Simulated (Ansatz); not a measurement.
## Geometry relaxation, with input and output: Ni (part 2 of 3)

Continued. System: Ni (interface cell, 12 atoms in the cell). Method: DFT PBE, scalar-relativistic, plane waves, PAW, spin-polarised (Ansatz 0.2.0); cutoff 420 eV, 18×18×2 k-mesh, Gaussian smearing of 0.1 eV, collinear spins. The structure derives from an entry of the Crystallography Open Database. It belongs to a series of runs on one base structure; here: symmetric tilt boundary Sigma 3 (1 1 1), mirror on a plane, shift [0, 0].

Geometry of the input (Å; fractional positions):
```
2.4879  0.0000  0.0000
-1.2440  2.1546  0.0000
0.0000  0.0000  24.3767
Ni 0.0000  0.0000  0.0000
Ni 0.3333  0.6667  0.0833
Ni 0.6667  0.3333  0.1667
Ni 1.0000  0.0000  0.2500
Ni 0.3333  0.6667  0.3333
Ni 0.6667  0.3333  0.4167
Ni 0.3333  0.6667  0.9167
Ni 0.6667  0.3333  0.8333
Ni 1.0000  0.0000  0.7500
Ni 0.3333  0.6667  0.6667
Ni 0.6667  0.3333  0.5833
Ni 1.0000  0.0000  0.5000
```

**What the program printed, continued**
```
SCF iter   1: F=—  HF=-70076.657605 eV  |F-HF|=—  |Δ(HF+E_count)|=         —  Δρ=3.64e-4 (↑2.36e-4 ↓3.64e-4)  dr2=3.07e-4  dr2_m=2.58e-5  M=7.598 μB ∫|m|=8.700 μB  β_m=0.65  ethr=1.56e-7  ⟨swp⟩=2.2  Hψ=76391  notcnv=0
preconditioner: auto → Kerker (q_TF=auto, 1.938 Å⁻¹)  [metal: Δε(μ)=0.000 eV  Ē_g=9.270 eV  σ=0.100 eV  W_gap=0.00  n_scr=14 (ndim 8)  ℏωp=35.6 eV  f_vac=0.000  D(μ)=20.42/eV (n_scr^D=328)]
spin=Collinear: Kerker preconditioning applied to the charge; magnetization (m = ρ↑ − ρ↓) channel mixes plain (no charge-response kernel on spin).
SCF iter   2: F=—  HF=-70076.657579 eV  |F-HF|=—  |Δ(HF+E_count)|=   2.61e-5  Δρ=2.68e-4 (↑1.98e-4 ↓2.68e-4)  dr2=2.93e-4  dr2_m=5.34e-6  M=7.599 μB ∫|m|=8.701 μB  β_m=0.39  ethr=1.42e-7  ⟨swp⟩=2.0  Hψ=33493  notcnv=0
SCF iter   3: F=—  HF=-70076.657551 eV  |F-HF|=—  |Δ(HF+E_count)|=   2.73e-5  Δρ=1.11e-4 (↑6.33e-5 ↓1.11e-4)  dr2=5.38e-5  dr2_m=3.60e-6  M=7.599 μB ∫|m|=8.701 μB  β_m=0.51  ethr=1.36e-7  ⟨swp⟩=2.0  Hψ=27449  notcnv=0
SCF iter   4: F=—  HF=-70076.657558 eV  |F-HF|=—  |Δ(HF+E_count)|=   6.64e-6  Δρ=6.08e-5 (↑2.28e-5 ↓6.08e-5)  dr2=2.65e-5  dr2_m=4.69e-7  M=7.599 μB ∫|m|=8.701 μB  β_m=0.57  ethr=2.49e-8  ⟨swp⟩=2.3  Hψ=25608  notcnv=0
SCF iter   5: F=—  HF=-70076.657561 eV  |F-HF|=—  |Δ(HF+E_count)|=   2.67e-6  Δρ=4.03e-5 (↑2.86e-5 ↓4.03e-5)  dr2=4.74e-6  dr2_m=7.48e-8  M=7.599 μB ∫|m|=8.702 μB  β_m=0.47  ethr=1.23e-8  ⟨swp⟩=1.9  Hψ=25165  notcnv=0
SCF iter   6: F=—  HF=-70076.657559 eV  |F-HF|=—  |Δ(HF+E_count)|=   1.51e-6  Δρ=1.08e-5 (↑9.83e-6 ↓1.08e-5)  dr2=1.23e-7  dr2_m=4.40e-8  M=7.600 μB ∫|m|=8.702 μB  β_m=0.59  ethr=2.19e-9  ⟨swp⟩=2.0  Hψ=28376  notcnv=0
SCF iter   7: F=—  HF=-70076.657560 eV  |F-HF|=—  |Δ(HF+E_count)|=   5.32e-7  Δρ=6.58e-6 (↑2.44e-6 ↓6.58e-6)  dr2=2.14e-8  dr2_m=2.07e-8  M=7.600 μB ∫|m|=8.702 μB  β_m=0.79  ethr=5.70e-11  ⟨swp⟩=2.0  Hψ=35603  notcnv=0
SCF iter   8: F=—  HF=-70076.657560 eV  |F-HF|=—  |Δ(HF+E_count)|=   8.75e-8  Δρ=5.80e-6 (↑2.70e-6 ↓5.80e-6)  dr2=6.75e-8  dr2_m=7.87e-9  M=7.600 μB ∫|m|=8.702 μB  β_m=0.90  ethr=9.89e-12  ⟨swp⟩=2.3  Hψ=35039  notcnv=0
SCF iter   9: F=—  HF=-70076.657560 eV  |F-HF|=—  |Δ(HF+E_count)|=   3.73e-8  Δρ=5.94e-6 (↑4.40e-6 ↓5.94e-6)  dr2=1.10e-7  dr2_m=2.33e-9  M=7.600 μB ∫|m|=8.702 μB  β_m=0.65  ethr=9.89e-12  ⟨swp⟩=2.0  Hψ=36482  notcnv=0
SCF iter  10: F=—  HF=-70076.657560 eV  |F-HF|=—  |Δ(HF+E_count)|=   1.95e-8  Δρ=1.27e-6 (↑4.42e-7 ↓1.27e-6)  dr2=5.74e-9  dr2_m=2.98e-10  M=7.600 μB ∫|m|=8.702 μB  β_m=0.81  ethr=9.89e-12  ⟨swp⟩=2.0  Hψ=35398  notcnv=0
SCF iter  11: F=—  HF=-70076.657560 eV  |F-HF|=—  |Δ(HF+E_count)|=   5.82e-9  Δρ=7.97e-6 (↑1.46e-6 ↓7.97e-6)  dr2=3.02e-7  dr2_m=1.32e-8  M=7.600 μB ∫|m|=8.702 μB  β_m=0.70  ethr=2.66e-12  ⟨swp⟩=2.0  Hψ=28301  notcnv=0
SCF iter  12: F=-70076.657560 eV  HF=-70076.657560 eV  |F-HF|=6.38e-8  |Δ(HF+E_count)|=   2.68e-9  Δρ=3.66e-6 (↑5.28e-7 ↓3.66e-6)  dr2=6.54e-8  dr2_m=3.04e-9  M=7.600 μB ∫|m|=8.702 μB  ethr=2.66e-12  ⟨swp⟩=4.9  Hψ=94866  notcnv=0
the search or the solves at the SCF's close seem to have found levels that the self-consistency loop had missed (the run counts 2). By its estimate they hold under 1e-12 electrons; where the run keeps them, the occupations were computed again with them
SCF 3 converged in 12 iterations: F = -70076.657560 eV  dr2 = 6.54e-8
relax step   3: F+E_penalty+E_count = -70076.65755977 eV  Δ(F+E_penalty+E_count) = -2.554e-4 eV  max|allowed force component| = 4.979e-4 eV/Å  Δτ_max = 0.0036 Å  P = -0.155 GPa  Ω = 130.813 Å³  energy of the carried Pulay correction = -5.049e-5 eV  fix = [a, b, alpha, beta, gamma]  reactions: a -0.234, b -0.234 GPa  (12 SCF iters, dr2 threshold 1.19e-7 eV, accepted)
Initial wavefunctions: pseudopotential atomic-orbital guess (no wavefunctions were taken with the density)
iter 1 solved again at ethr=2.40e-9 eV; its pass at ethr=3.10e-3 eV (dr2=5.18e-6 eV) is discarded
SCF iter   1: F=—  HF=-70076.657607 eV  |F-HF|=—  |Δ(HF+E_count)|=         —  Δρ=2.11e-6 (↑1.27e-6 ↓2.11e-6)  dr2=7.94e-9  dr2_m=2.79e-10  M=7.600 μB ∫|m|=8.702 μB  β_m=0.65  ethr=2.40e-9  ⟨swp⟩=4.4  Hψ=134308  notcnv=0  defer=2
preconditioner: auto → Kerker (q_TF=auto, 1.938 Å⁻¹)  [metal: Δε(μ)=0.001 eV  Ē_g=9.269 eV  σ=0.100 eV  W_gap=0.00  n_scr=14 (ndim 8)  ℏωp=35.6 eV  f_vac=0.000  D(μ)=20.42/eV (n_scr^D=328)]
spin=Collinear: Kerker preconditioning applied to the charge; magnetization (m = ρ↑ − ρ↓) channel mixes plain (no charge-response kernel on spin).
SCF iter   2: F=—  HF=-70076.657607 eV  |F-HF|=—  |Δ(HF+E_count)|=   8.61e-8  Δρ=6.49e-7 (↑5.57e-7 ↓6.49e-7)  dr2=5.59e-10  dr2_m=1.92e-11  M=7.600 μB ∫|m|=8.702 μB  β_m=0.53  ethr=3.68e-12  ⟨swp⟩=2.1  Hψ=35560  notcnv=0
SCF iter   3: F=—  HF=-70076.657607 eV  |F-HF|=—  |Δ(HF+E_count)|=   1.12e-9  Δρ=6.13e-7 (↑6.13e-7 ↓4.68e-7)  dr2=7.84e-10  dr2_m=2.46e-11  M=7.600 μB ∫|m|=8.702 μB  β_m=0.48  ethr=1.00e-12  ⟨swp⟩=2.1  Hψ=34488  notcnv=0
SCF iter   4: F=—  HF=-70076.657607 eV  |F-HF|=—  |Δ(HF+E_count)|=  3.20e-10  Δρ=3.44e-7 (↑8.14e-8 ↓3.44e-7)  dr2=1.01e-10  dr2_m=3.57e-11  M=7.600 μB ∫|m|=8.702 μB  β_m=0.74  ethr=1.00e-12  ⟨swp⟩=1.2  Hψ=20963  notcnv=0
SCF iter   5: F=—  HF=-70076.657607 eV  |F-HF|=—  |Δ(HF+E_count)|=   1.15e-9  Δρ=3.73e-7 (↑1.59e-7 ↓3.73e-7)  dr2=2.05e-10  dr2_m=1.75e-11  M=7.600 μB ∫|m|=8.702 μB  β_m=0.87  ethr=1.00e-12  ⟨swp⟩=1.0  Hψ=19980  notcnv=0
SCF iter   6: F=—  HF=-70076.657607 eV  |F-HF|=—  |Δ(HF+E_count)|=  2.33e-10  Δρ=2.50e-7 (↑1.75e-7 ↓2.50e-7)  dr2=1.58e-10  dr2_m=3.18e-12  M=7.600 μB ∫|m|=8.702 μB  β_m=0.65  ethr=1.00e-12  ⟨swp⟩=1.7  Hψ=23492  notcnv=0
SCF iter   7: F=-70076.657607 eV  HF=-70076.657607 eV  |F-HF|=1.60e-10  |Δ(HF+E_count)|=  2.91e-11  Δρ=2.82e-7 (↑1.58e-7 ↓2.82e-7)  dr2=1.68e-10  dr2_m=6.13e-12  M=7.600 μB ∫|m|=8.702 μB  ethr=1.00e-12  ⟨swp⟩=4.7  Hψ=91742  notcnv=0
SCF 4 converged in 7 iterations: F = -70076.657607 eV  dr2 = 1.68e-10
relax step   4: F+E_penalty+E_count = -70076.65760749 eV  Δ(F+E_penalty+E_count) = -4.772e-5 eV  max|allowed force component| = 4.860e-4 eV/Å  Δτ_max = 0.0000 Å  P = -0.155 GPa  Ω = 130.813 Å³  fix = [a, b, alpha, beta, gamma]  reactions: a -0.234, b -0.234 GPa  stress off target by 1.90e-3 GPa on what of the cell is left free  SCF on the basis re-selected at this cell (its energy is not comparable with the rows above)  (7 SCF iters)
```

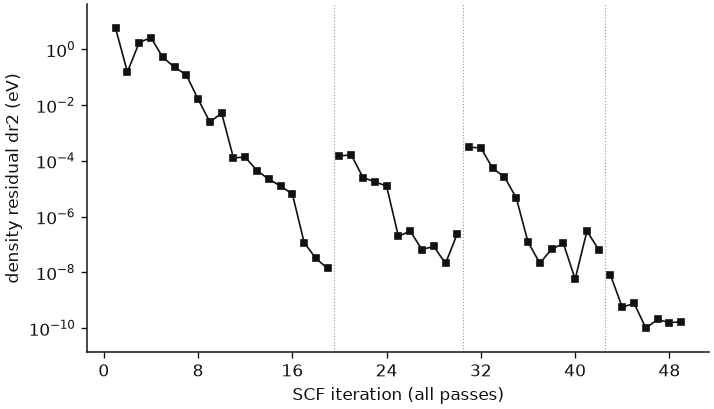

Fig. 1: Convergence of the self-consistent field: density residual dr2 against the SCF iteration. The dotted lines part the SCF passes of the relaxation: geometry steps, rejected trials and re-solves on a re-selected basis. The passes take 19, 11, 12 and 7 iterations.

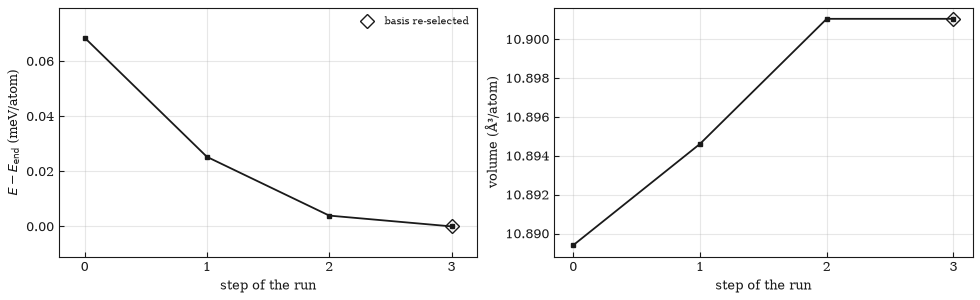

Fig. 2: Progress of the relaxation, step by step (the first geometry is step 0 here and step 1 in the log). The largest moves relative to the cell, 0.006 Å, are those of Ni2, Ni6, Ni7 and Ni11. Cell: a = b stay at 2.488 Å, c 24.377 → 24.403 Å (+0.1 %). Volume +0.1 %. The energy falls by 0.1 meV per atom in 2 geometry steps. The largest force component goes from 0.056 to 0.00049 eV/Å. The pressure goes from 0.06 to −0.16 GPa. A last SCF at the same geometry on a re-selected plane-wave basis shifts the energy by next to nothing (0.0 meV per atom). (Atoms are counted from 1 in the order of the input.)

```
basis re-selected at this cell: Δ(F+E_penalty+E_count) = -4.772e-5 eV, ΔP = -0.001 GPa vs the last step (what re-selecting the basis moved, of the pressure what is left beyond the Pulay correction that the steps carried, after the strain that the cell walked since its last selection, with what the two solves' SCF thresholds leave and, on support functions, any second-order correction that the steps lacked; it is no measure of the basis error at this ecutwfc). This SCF's stress stands 1.90e-3 GPa from its target on what of the cell is left free (relax.cell.stress_tol is 1.00e-1 GPa) and its largest allowed force component is 4.86e-4 eV/Å (relax.f_tol is 2.00e-2 eV/Å): within both
SCF converged after 7 iterations
Magnetization: 7.5996 μB (111.7998 up, 104.2002 down)
Absolute magnetization: 8.7116 μB (∫|ρ↑−ρ↓|, with the PAW one-centre terms)
Spin contamination: 0.0863 ħ² per cell (⟨S²⟩ above its minimum at these occupations)
Per-site moments (μB) at R_I (Å): [(0.6767254267714181, 1.0262744332592508), (0.6697988446639065, 1.0255023749112198), (0.6736401759440288, 1.0255023749112198), (0.6712597412504785, 1.0262744332592508), (0.673640175944029, 1.0255023749112193), (0.6697988446639068, 1.0255023749112193), (0.669798844663908, 1.0255023749112158), (0.6736401759440294, 1.0255023749112158), (0.6712597412504795, 1.0262744332592508), (0.6736401759440288, 1.0255023749112175), (0.6697988446639074, 1.0255023749112175), (0.6767254267714177, 1.0262744332592508)]
Free energy (F): -70076.657607 eV
Harris-Foulkes:  -70076.657607 eV  (|F-HF|=1.60e-10)
Internal energy: -70076.555521 eV  (E = F + TS)
E sigma→0 (E₀):  -70076.606564 eV
Entropy (-TS):   -0.102086 eV (-8.507 meV/atom)
Fermi energy:    18.148734 eV
--- Per-component energies (eV) ---
  E_band       = -3419.834486
  E_kinetic    = 3384.864963
  E_local      = -41284.395597  (includes V_loc(G=0)·N_el)
  E_nonlocal   = 7626.780027
  E_hartree    = 17232.781204
  E_xc         = -1017.389826
  E_vxc        = -1311.908952  (∫ρ·V_xc dr)
  E_paw        = -19555.803826  (= ΣΔE_a)
  E_vpaw       = -6300.741139  (= ΣTr[D̂ρ^β])
  E_aug_tail   = 0.006687  (compensation charges beyond the density's cutoff)
  E_ewald      = -36463.399153
  E_smearing   = -0.102086  (= −TS)
  E_closure    = 0.000000  (closes the sum)
  Σ components = -70076.657607   (vs F -70076.657607, Δ=0.00e0)
--- Forces (eV/Å), atoms counted from 1 ---
  atom   1  Ni     0.00000000    -0.00000000     0.00000000
  atom   2  Ni    -0.00000000     0.00000000     0.00048603
  atom   3  Ni    -0.00000000     0.00000000    -0.00015865
  atom   4  Ni     0.00000000    -0.00000000    -0.00000000
  atom   5  Ni    -0.00000000    -0.00000000     0.00015865
  atom   6  Ni     0.00000000    -0.00000000    -0.00048603
  atom   7  Ni    -0.00000000     0.00000000    -0.00048603
  atom   8  Ni     0.00000000     0.00000000     0.00015865
  atom   9  Ni    -0.00000000     0.00000000     0.00000000
  atom  10  Ni    -0.00000000    -0.00000000    -0.00015865
  atom  11  Ni     0.00000000    -0.00000000     0.00048603
  atom  12  Ni    -0.00000000     0.00000000    -0.00000000
  max |Σ_I F_I| component: 4.34e-18 eV/Å
--- Stress (GPa, compression-positive) ---
       -0.234017       0.000000      -0.000000
        0.000000      -0.234017      -0.000000
       -0.000000      -0.000000       0.001898
  P = ⅓ Tr σ = -0.1554 GPa (-1.554 kbar)
--- Band table (eV; the first three rows and the last of 148) ---
  k-point 0 ↑: bands = ["-85.5340", "-85.5336", "-85.5281", "-85.5267", "-85.5187", "-85.5157", "-85.5112", "-85.5074", "-85.5034", "-85.5012", "-85.4950", "-85.4946", "-46.0073", "-45.9996", "-45.9832", "-45.9570", "-45.9438", "-45.9024", "-45.8902", "-45.8435", "-45.8416", "-45.8212", "-45.8212", "-45.8203", "-45.8203", "-45.8170", "-45.8170", "-45.8133", "-45.8133", "-45.8122", "-45.8122", "-45.8094", "-45.8071", "-45.8071", "-45.8023", "-45.8023", "-45.7979", "-45.7979", "-45.7952", "-45.7952", "-45.7943", "-45.7919", "-45.7919", "-45.7893", "-45.7893", "-45.7883", "-45.7883", "-45.7858", "9.0275", "9.2913", "9.3041", "10.0748", "10.0848", "11.2552", "11.2564", "12.4656", "12.4679", "13.1056", "13.1138", "13.2442", "15.3453", "15.3661", "15.4481", "15.4589", "15.6114", "15.6115", "15.6658", "15.6716", "15.6803", "15.6899", "15.6899", "15.6993", "15.6993", "15.7378", "15.7378", "15.7390", "15.7390", "15.7455", "15.7455", "15.7474", "15.7474", "15.8400", "15.8400", "15.8443", "15.8443", "15.8549", "15.8549", "15.8621", "15.8621", "15.9207", "15.9207", "15.9419", "15.9419", "16.7473", "16.7473", "16.7518", "16.7518", "16.8019", "16.8154", "16.8483", "16.8483", "16.8553", "16.8553", "16.8795", "16.8795", "16.9336", "16.9336", "17.0204", "17.0204", "17.1862", "17.1862", "17.2414", "17.2414", "17.4113", "17.4113", "17.4437", "17.4437", "17.5122", "17.5122", "17.7376", "23.7073", "25.2474", "25.2866", "28.5005", "28.5345", "32.4117", "32.4150", "36.6077", "36.6327", "40.2043", "40.3419", "40.4622", "40.4625", "40.5118", "40.9609"]
  k-point 1 ↑: bands = ["-85.5338", "-85.5338", "-85.5274", "-85.5274", "-85.5174", "-85.5174", "-85.5093", "-85.5093", "-85.5022", "-85.5022", "-85.4948", "-85.4948", "-46.0043", "-46.0043", "-45.9725", "-45.9725", "-45.9242", "-45.9242", "-45.8680", "-45.8680", "-45.8210", "-45.8210", "-45.8208", "-45.8208", "-45.8208", "-45.8208", "-45.8156", "-45.8156", "-45.8156", "-45.8156", "-45.8093", "-45.8093", "-45.8093", "-45.8093", "-45.8002", "-45.8002", "-45.8002", "-45.8002", "-45.7933", "-45.7933", "-45.7933", "-45.7933", "-45.7890", "-45.7890", "-45.7887", "-45.7887", "-45.7887", "-45.7887", "9.0954", "9.0954", "9.6292", "9.6292", "10.6322", "10.6322", "11.8962", "11.8962", "12.8776", "12.8776", "13.2150", "13.2150", "15.3801", "15.3801", "15.4280", "15.4280", "15.5379", "15.5379", "15.6613", "15.6613", "15.7025", "15.7025", "15.7025", "15.7025", "15.7119", "15.7119", "15.7119", "15.7119", "15.7839", "15.7839", "15.7839", "15.7839", "15.8055", "15.8055", "15.8055", "15.8055", "15.8790", "15.8790", "15.8790", "15.8790", "15.9286", "15.9286", "15.9286", "15.9286", "16.1459", "16.1459", "16.7502", "16.7502", "16.7502", "16.7502", "16.8510", "16.8510", "16.8510", "16.8510", "16.8984", "16.8984", "16.8984", "16.8984", "17.0928", "17.0928", "17.0928", "17.0928", "17.3320", "17.3320", "17.3320", "17.3320", "17.4515", "17.4515", "17.4912", "17.4912", "17.4912", "17.4912", "24.1469", "24.1469", "26.7773", "26.7773", "30.4102", "30.4102", "34.4951", "34.4951", "38.7126", "38.7126", "40.2551", "40.2551", "40.6239", "40.6239", "41.2097"]
```
